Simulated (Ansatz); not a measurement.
Single-point calculation, with input and output: AlCu3

The run: single-point calculation of AlCu3 (Fm-3m, 4 atoms in the cell). Method and program: DFT r2SCAN, scalar-relativistic, plane waves, PAW, no spin polarisation (Ansatz 0.2.0).

The structure derives from a Materials Project entry. Figures and captions count atoms from 1; the log counts them from 0 in places.

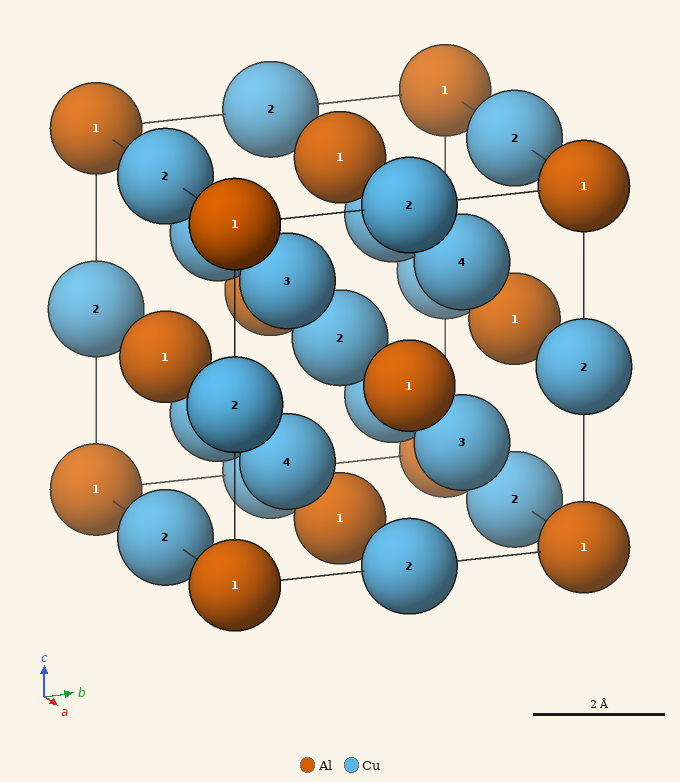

*The input geometry (spheres-only view of the cell 4 times as large as that of the calculation, set on its symmetry axes, seen slightly off an axis; atoms are numbered from 1 in the order of the input).*

Summary

- outcome: converged
- space group (tolerance 0.01 Å): Fm-3m (225)
- electrons treated: 60
- free energy: −20434.8432 eV
- Fermi energy: 15.258 eV
- gap on the k-point mesh: none (metallic)
- pressure: 0.53 GPa
- largest force (length of the vector): under 0.001 eV/Å
- hardware: 1 thread of Oxide Virtual Turin-like (Zen 5), 32 GiB of memory available, shared host
- wall time: 6.5 s
- peak memory: 0.47 GiB

The input
```yaml
crystal:
  lattice:
    - [0.0, 2.888010988, 2.888010988]
    - [2.888010988, 0.0, 2.888010988]
    - [2.888010988, 2.888010988, 0.0]
  atoms:
    - { symbol: Al, position: [0.0, 0.0, 0.0] }
    - { symbol: Cu, position: [0.5, 0.5, 0.5] }
    - { symbol: Cu, position: [0.25, 0.25, 0.25] }
    - { symbol: Cu, position: [0.75, 0.75, 0.75] }
basis:
  ecutwfc: 500
kpoints:
  mp_grid: { grid: [6, 6, 6] }
hamiltonian:
  xc: r2scan
scf:
  occupations: { method: gaussian, width: 0.1 }
output:
  forces: true
  stress: true
  eigenvalues: true
```

Command:
```bash
ansatz run input.yaml --threads 1 --pin off --max-ram 2560MiB --backend cpu --events-out ev --progress --plain --runs-dir out
```

What the program printed
```
Engine: ansatz 0.2.0, x86_64-unknown-linux-gnu
Pseudopotentials: kind: paw
Pseudopotential: Al, paw, valence charge 3, recommended cutoff 500 eV (meta_gga), Al.paw.azcp
Pseudopotential: Cu, paw, valence charge 19, recommended cutoff 500 eV (meta_gga), Cu.paw.azcp
Functional definition: r2SCAN
  parameter k0 = 0.174
  parameter k1 = 0.065
  parameter a1 = 4.9479
  exchange = r2scan_x(k0 = k0, k1 = k1, a1 = a1)
  correlation = r2scan_c
Crystal: 4 atoms, lattice volume = 48.176 Å³
Basis set: ecut = 500 eV, 1243 PW (Γ), exchange–correlation on 120×120×120 points (64 copies of the dense FFT grid, shifted against one another)
Bands: 36, of which v1, the nominal top of the filled ones, is band 30 counted from 1 (29 counted from 0)
Symmetry: 48 space group operations
Space group: Fm-3m (ITA 225), of the structure as read, at distance tolerance 3.6e-5 Å
k-points: 16 of 216
Non-local potential: Al, projectors of the file, l = 0: 2, l = 1: 2, l = 2: 1
Non-local potential: Cu, projectors of the file, l = 0: 3, l = 1: 2, l = 2: 3, l = 3: 1
PAW form: soft (Blöchl's): semilocal exchange-correlation on the pseudo side does not see the compensation charge
PAW frozen core: Al, regenerated for the run's functional (the file was generated under x = pbe(κ = 0.804, μ = 0.2195149727645171), c = pbe(β = 0.06672455060314922))
PAW frozen core: Cu, regenerated for the run's functional (the file was generated under x = pbe(κ = 0.804, μ = 0.2195149727645171), c = pbe(β = 0.06672455060314922))
PAW one-centre angular grid: Al, 302 points (default); XC on 160 Gauss nodes
PAW one-centre angular grid: Cu, 590 points (default); XC on 160 Gauss nodes
Initial density: superposition of atomic densities (neutral atoms: chi_scale 0, normalization atom), corrected by the library's trained network
Initial wavefunctions: pseudopotential atomic-orbital guess
Functional: x = r2scan, c = r2scan; τ floored in thin density (d = 2e-4 eV/Å³)
SCF iter   1: F=—  HF=-20434.905255 eV  |F-HF|=—  |Δ(HF+E_count)|=         —  Δρ=3.74e-2  dr2=4.08e-1  dr2_τ=7.67e-3  ethr=1.77e-3  ⟨swp⟩=5.0  Hψ=2022  notcnv=0
preconditioner: auto → none  [insulator: Δε(μ)=0.122 eV  Ē_g=9.578 eV  σ=0.100 eV  W_gap=0.60  n_scr=14 (ndim 8)  ℏωp=32.1 eV  f_vac=0.000  D(μ)=1.15/eV (n_scr^D=8)  ε∞_Penn≈12.2]
SCF iter   2: F=—  HF=-20435.006372 eV  |F-HF|=—  |Δ(HF+E_count)|=   1.01e-1  Δρ=4.70e-2  dr2=6.57e-1  dr2_τ=4.09e-3  ethr=6.81e-4  ⟨swp⟩=2.6  Hψ=1135  notcnv=0  defer=23
SCF iter   3: F=—  HF=-20434.848729 eV  |F-HF|=—  |Δ(HF+E_count)|=   1.58e-1  Δρ=7.24e-3  dr2=1.53e-2  dr2_τ=2.73e-4  ethr=6.81e-4  ⟨swp⟩=2.0  Hψ=956  notcnv=0  defer=23
SCF iter   4: F=—  HF=-20434.850504 eV  |F-HF|=—  |Δ(HF+E_count)|=   1.77e-3  Δρ=1.16e-2  dr2=4.59e-2  dr2_τ=1.45e-4  ethr=2.54e-5  ⟨swp⟩=2.0  Hψ=1140  notcnv=0  defer=9
automatic band count: iteration 4 solves 35 bands in place of 36: the levels show a gap, and the empty bands left out lie too high to hold charge; the band table lists the bands solved (type scf.n_extra_bands for more)
SCF iter   5: F=—  HF=-20434.843271 eV  |F-HF|=—  |Δ(HF+E_count)|=   7.23e-3  Δρ=9.95e-4  dr2=5.03e-4  dr2_τ=3.60e-6  ethr=2.54e-5  ⟨swp⟩=5.1  Hψ=1499  notcnv=0  defer=5
automatic band count: iteration 5 solves 36 bands in place of 35: the levels no longer show a gap clear of their residuals, so the SCF keeps every band
SCF iter   6: F=—  HF=-20434.843174 eV  |F-HF|=—  |Δ(HF+E_count)|=   9.62e-5  Δρ=1.57e-4  dr2=7.89e-6  dr2_τ=2.76e-7  ethr=8.38e-7  ⟨swp⟩=1.5  Hψ=712  notcnv=0  defer=5
SCF iter   7: F=—  HF=-20434.843168 eV  |F-HF|=—  |Δ(HF+E_count)|=   6.91e-6  Δρ=2.71e-5  dr2=2.16e-7  dr2_τ=7.54e-9  ethr=1.32e-8  ⟨swp⟩=2.0  Hψ=830  notcnv=0  defer=5
SCF iter   8: F=-20434.843168 eV  HF=-20434.843168 eV  |F-HF|=3.70e-8  |Δ(HF+E_count)|=   1.51e-7  Δρ=1.08e-5  dr2=3.37e-8  dr2_τ=1.60e-10  ethr=1.67e-10  ⟨swp⟩=7.2  Hψ=2385  notcnv=0
SCF 1 converged in 8 iterations: F = -20434.843168 eV  dr2 = 3.37e-8
  greatest PAW one-centre occupation: 1.000 electrons in one spin orbital (limit 2), on the Cu atom at site 1 (counted from 0), in its partial waves of l = 0
```

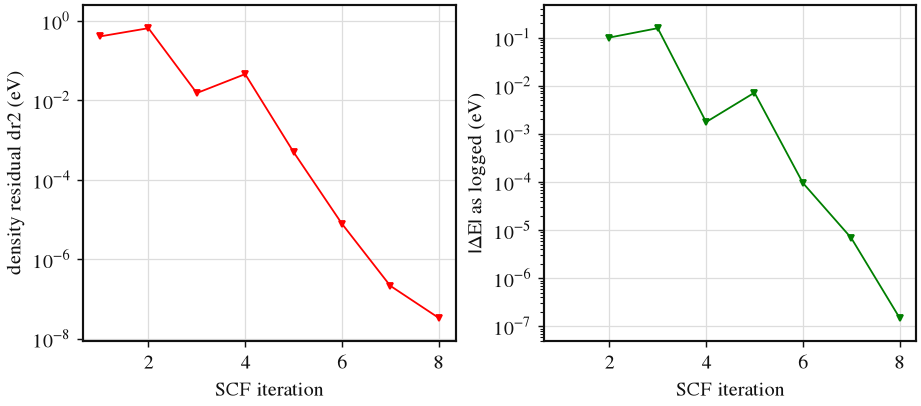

*Convergence of the self-consistent field: density residual dr2 and size of the energy change against the SCF iteration.*

The residual comes down, with one marked jump up, by a factor of about 3, at step 4.

```
SCF converged after 8 iterations
Free energy (F): -20434.843168 eV
Harris-Foulkes:  -20434.843168 eV  (|F-HF|=3.70e-8)
Internal energy: -20434.838486 eV  (E = F + TS)
E sigma→0 (E₀):  -20434.840827 eV
Entropy (-TS):   -0.004682 eV (-1.170 meV/atom)
Fermi energy:    15.258121 eV
--- Per-component energies (eV) ---
  E_band       = -1234.034763
  E_kinetic    = 924.390750
  E_local      = -13916.678037  (includes V_loc(G=0)·N_el)
  E_nonlocal   = 1192.069276
  E_hartree    = 6208.857449
  E_xc         = -290.126099
  E_vxc        = -408.884419  (∫ρ·V_xc dr)
  E_paw        = -5504.625619  (= ΣΔE_a)
  E_vpaw       = -1471.481619  (= ΣTr[D̂ρ^β])
  E_aug_tail   = 0.000427  (compensation charges beyond the density's cutoff)
  E_vtau       = 28.834546  (kinetic-family band-sum trace: ∫τ·v_τ [+ j·A + Jᵃ·Aᵃ] dr)
  E_ewald      = -9047.763201
  E_core_change = -0.963432  (= ΣΔE_core)
  E_smearing   = -0.004682  (= −TS)
  E_closure    = -0.000000  (closes the sum)
  Σ components = -20434.843168   (vs F -20434.843168, Δ=0.00e0)
--- Forces (eV/Å), atoms counted from 1 ---
  atom   1  Al    -0.00000000     0.00000000     0.00000000
  atom   2  Cu     0.00000000     0.00000000     0.00000000
  atom   3  Cu    -0.00000000     0.00000000     0.00000000
  atom   4  Cu    -0.00000000     0.00000000     0.00000000
  max |Σ_I F_I| component: 1.39e-17 eV/Å
--- Stress (GPa, compression-positive) ---
        0.530175       0.000000       0.000000
        0.000000       0.530175      -0.000000
        0.000000       0.000000       0.530175
  P = ⅓ Tr σ = 0.5302 GPa (5.302 kbar)
--- Band table (eV; the first three rows and the last of 16) ---
  k-point 0: bands = ["-101.8389", "-101.8365", "-101.5078", "-57.6600", "-57.6600", "-57.6600", "-57.6511", "-57.6511", "-57.6511", "-57.3258", "-57.3258", "-57.3258", "4.1076", "10.3549", "10.3549", "10.4511", "10.4511", "10.4511", "11.3540", "11.3540", "11.3540", "12.3820", "12.3820", "12.3820", "12.5517", "12.5517", "12.6737", "12.6737", "19.1261", "19.1261", "19.1261", "19.5778", "19.5778", "19.5778", "21.1147", "22.3676"]
  k-point 1: bands = ["-101.8387", "-101.8366", "-101.5078", "-57.6603", "-57.6596", "-57.6596", "-57.6518", "-57.6518", "-57.6507", "-57.3261", "-57.3256", "-57.3256", "4.5104", "10.2886", "10.3104", "10.3104", "10.6635", "10.6635", "11.3183", "11.3203", "11.3203", "12.1226", "12.1927", "12.1927", "12.6234", "12.6234", "12.6675", "12.6675", "16.0773", "18.2618", "18.2618", "19.8452", "20.3484", "20.3485", "21.7634", "21.9180"]
  k-point 2: bands = ["-101.8382", "-101.8370", "-101.5079", "-57.6591", "-57.6585", "-57.6585", "-57.6533", "-57.6533", "-57.6517", "-57.3265", "-57.3252", "-57.3252", "5.6794", "9.4211", "10.3920", "10.3920", "10.9478", "10.9478", "11.0075", "11.2774", "11.2774", "11.8811", "11.8811", "11.8950", "12.5831", "12.5831", "12.7227", "12.7227", "13.7518", "17.8440", "17.8440", "19.1378", "19.1378", "19.4365", "21.3800", "23.9060"]
  k-point 15: bands = ["-101.8378", "-101.8374", "-101.5080", "-57.6658", "-57.6618", "-57.6609", "-57.6521", "-57.6474", "-57.6469", "-57.3273", "-57.3251", "-57.3241", "8.3057", "8.8128", "9.6953", "9.8714", "11.0887", "11.1960", "11.2266", "11.3861", "11.5448", "11.6027", "12.0041", "12.1088", "12.5501", "12.7140", "12.7804", "12.8315", "12.9458", "13.1414", "13.1893", "19.2808", "19.5541", "23.2361", "23.2911", "26.9128"]
```

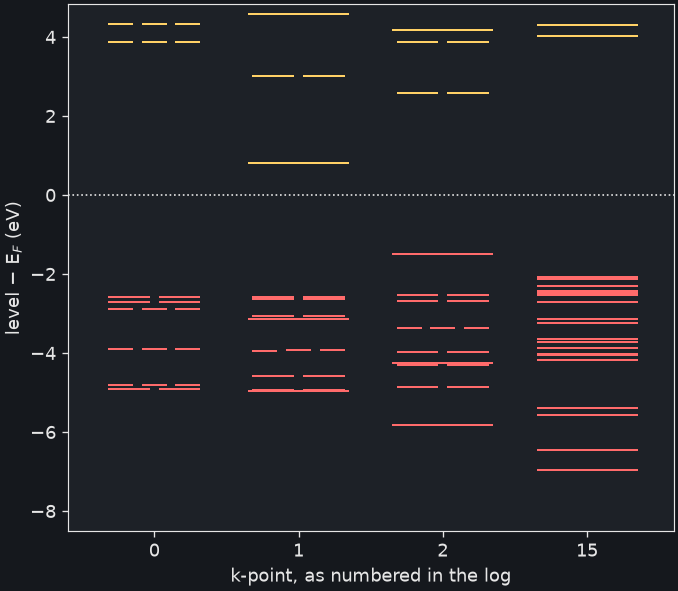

*Kohn–Sham levels near the Fermi level (dotted) at the few k-points that the log prints; levels within 0.02 eV of each other stand side by side.*

The system is metallic on the full mesh.
